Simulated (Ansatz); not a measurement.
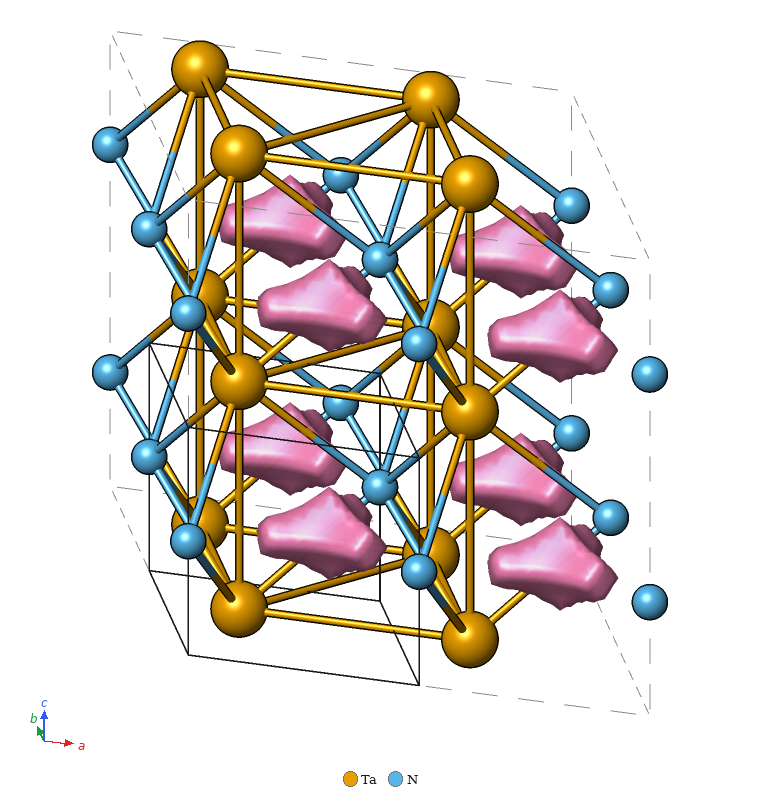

The pink surface encloses the points that the centre of a probe sphere of radius 0.15 Å can occupy in TaN (P-6m2), computed on a grid of about 0.12 Å (2×2×2 cells shown, view from a free direction; pale faces close the region where the box cuts it).

Atoms are hard spheres with covalent radii (Cordero): Ta 1.70 Å, N 0.71 Å.

Source of the atomic positions: the end point of a relaxation with DFT PBE, scalar-relativistic, plane waves, PAW in Ansatz.

```
CELL_PARAMETERS angstrom
2.95016 0.00000 0.00000
-1.47508 2.55491 0.00000
0.00000 0.00000 2.89795
ATOMIC_POSITIONS crystal
Ta 0.33333 0.66667 0.00000
N 0.00000 0.00000 0.50000
```

Question: Do these regions connect?

Answer: They are isolated pockets that do not connect across cells.

Question: What share of the cell can the probe's centre reach?

Answer: About 3.3 % of the volume (0.73 Å³ of 21.8 Å³).

Question: Give the largest included and the largest free sphere.

Answer: The largest sphere that fits anywhere has a diameter of 1.07 Å; no sphere of appreciable size can travel through the crystal.
